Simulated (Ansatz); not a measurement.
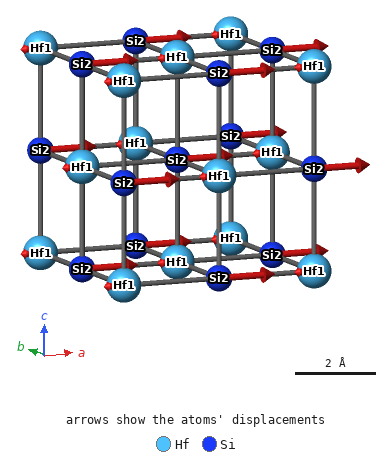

One vibrational mode of a crystal of HfSi (a generated structure) at a fixed volume at the zone centre. The red arrows are the displacements of the atoms (eigenvector over the root of the mass), of arbitrary overall length and sign. Style: ball-and-stick. Shown: the conventional cell (4 times the calculation's cell), slightly off an axis. Lengths and directions refer to the drawn axes.

Computed with DFT LDA, scalar-relativistic, plane waves, PAW (Ansatz 0.2.0). Set-up: plane-wave cutoff 420 eV; k-point mesh 10 × 10 × 10; occupations fermi dirac; smearing width 0.15 eV; no spin polarisation.

The frequencies depend somewhat on the k-mesh and the smearing.

Describe the mode and give its frequency.

Answer. This is the T₁u mode (triply degenerate; one member of the set is drawn) at 356 cm⁻¹, the only optical level, infrared-active by symmetry. The Si sublattice moves against the Hf sublattice, along a; it stretches the shortest Hf–Si bonds (2.63 Å); the kinetic energy is shared as Si 86 %, Hf 14 %. The crystal is a metal, so free carriers screen the infrared response.
